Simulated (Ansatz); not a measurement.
Read the following structure.

```xyz
4
Lattice="3.6306 0.0000 0.0000 0.0000 3.6306 0.0000 0.0000 0.0000 3.7261" Properties=species:S:1:pos:R:3 pbc="T T T"
Si    0.0000    0.0000    0.0000
Si    1.8153    1.8153    0.0000
Si    1.8153    0.0000    1.8631
Si    0.0000    1.8153    1.8631
```

Q: Describe what this structure looks like.

A: The element is silicon. Strictly the space group is I4/mmm (No. 139, within 0.01 Å). It is a distorted form of a face-centred cubic structure, space group Fm-3m (No. 225) within 0.25 Å: face-centred cubic (Cu type). The cell holds four atoms.

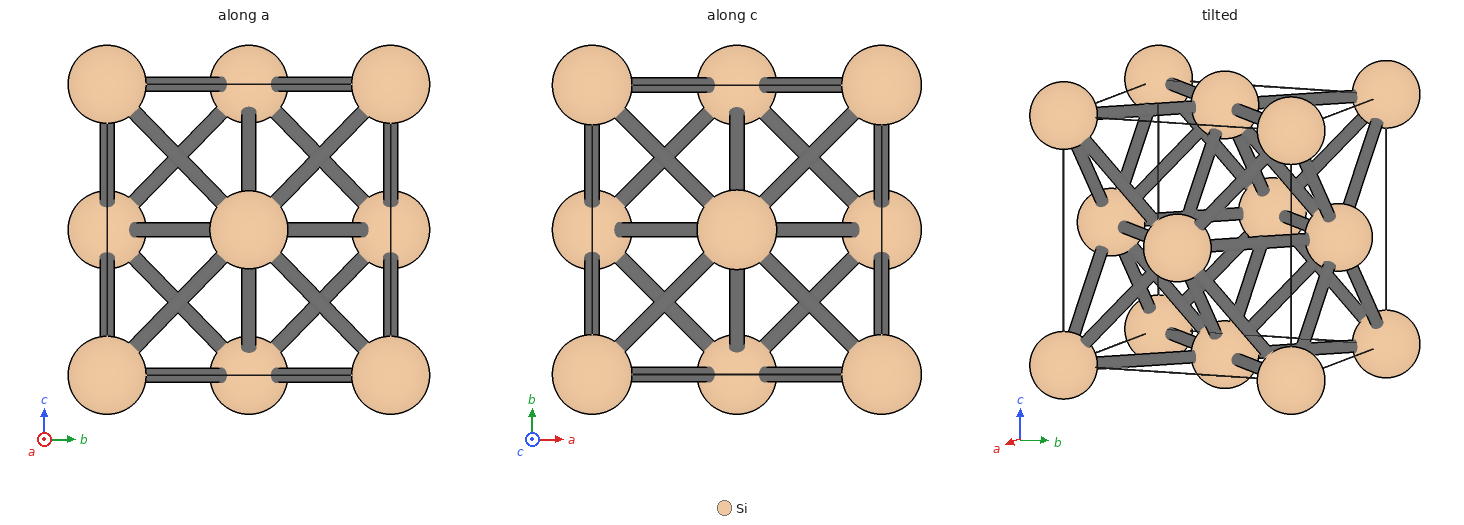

Shown here is a ball-and-stick view of the crystal, taken along the a axis, along the c axis and slightly off an axis. The parallelepiped is the drawn cell (a repeat of the simulation cell). Colours: silicon light orange.

Starting structure: a structure listed in the Materials Project. The cell was then strained or its atoms displaced on purpose. A calculation with Ansatz used it as input.

At this level of theory the cell isn't at rest (compressed, at 13 GPa), so its distances can differ from those at equilibrium, the more so the softer the solid.
